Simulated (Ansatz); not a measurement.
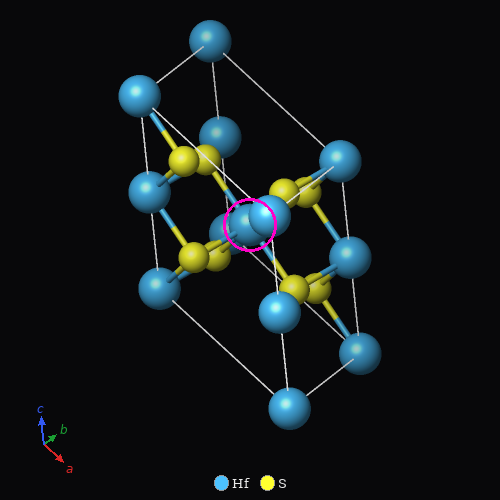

The system is HfS₂ (P-3m1 phase) with one Hf vacancy (11 atoms in the cell, cell charge −4); the picture shows the reference structure. An atom moved over a plane that holds its own site and a neighbouring vacancy (x along [−1 −1 −2], y along [1 −3 2], z along [−1 0 0] of the conventional cell). The first coordinate is: path of Hf1 from its site (0) to the vacancy (1), 3.557 Å; the second: shift of Hf1 across the path, along the Cartesian direction [2 1 0]. Nothing is relaxed (all other atoms held at the sites of the perfect crystal). The scan uses a 9 × 7 grid; 15 points were computed and 34 follow by symmetry. At 14 points there is no value (left out of the scan, as a rule where atoms come close). Points are written as (first, second). All energies are given in eV per cell relative to the lowest grid point. The band gap closes in part of the range. The cell is charged on a uniform background, without a charge correction. Theory: Ansatz 0.2.0, DFT LDA, scalar-relativistic, plane waves, PAW. Settings: cutoff 420 eV, k-mesh 4×4×4, gaussian smearing 0.05 eV, no spin polarisation.

Range: path of Hf1 from its site (0) to the vacancy (1), 3.557 Å from −0.167 to 1.167; shift of Hf1 across the path, along the Cartesian direction [2 1 0] from −0.700 to 0.700 Å.

### What landscape does the calculation give?

The lowest grid point is at (0.000, 0.000 Å) [nearest 6 S at 2.51 Å]; the map holds 2 wells of about this depth. No other kind of well shows on this grid. The highest grid point, (0.500, 0.000 Å) [nearest 2 S at 1.77 Å], lies 15.1 eV above the lowest. Round the minimum the two coordinates are nearly uncoupled.

```csv
"second ↓, first →",−0.167,0.000,0.167,0.333,0.500,0.667,0.833,1.000,1.167
0.700,6.6,3.8,6.7,–,–,–,6.6,3.8,6.7
0.467,3.9,1.4,4.0,–,–,–,3.9,1.4,4.0
0.233,2.3,0.3,2.4,10.4,–,10.4,2.3,0.3,2.4
0.000,1.8,0.0,1.8,9.4,15.1,9.4,1.8,0.0,1.8
−0.233,2.4,0.3,2.3,10.4,–,10.4,2.4,0.3,2.3
−0.467,4.0,1.4,3.9,–,–,–,4.0,1.4,3.9
−0.700,6.7,3.8,6.6,–,–,–,6.7,3.8,6.6
```

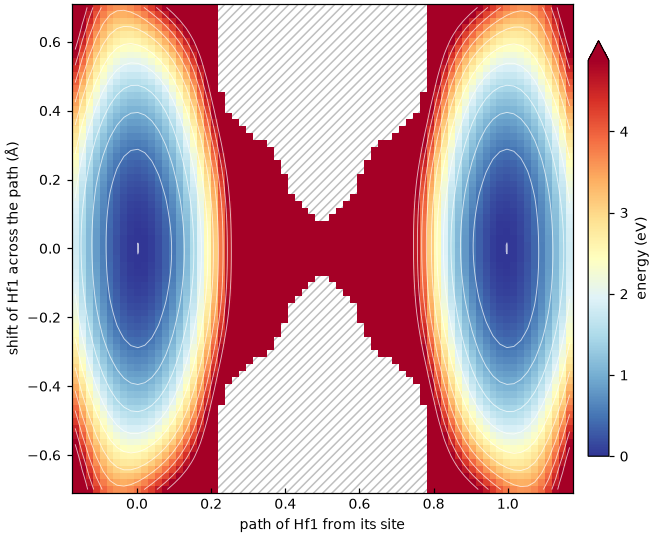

In the figure: a smooth colour map with a few white contour lines, one colour for all values above the top of the scale, hatched blanks where no value was computed. Between grid points the surface is interpolated.

Each point was launched as `ansatz run input.yaml --threads 4 --pin off --max-ram 8192MiB --backend cpu --events-out ev --progress --plain --runs-dir out`. The whole map (15 points run) took 14 min on 4 threads of Arm Neoverse N1, on a shared host.
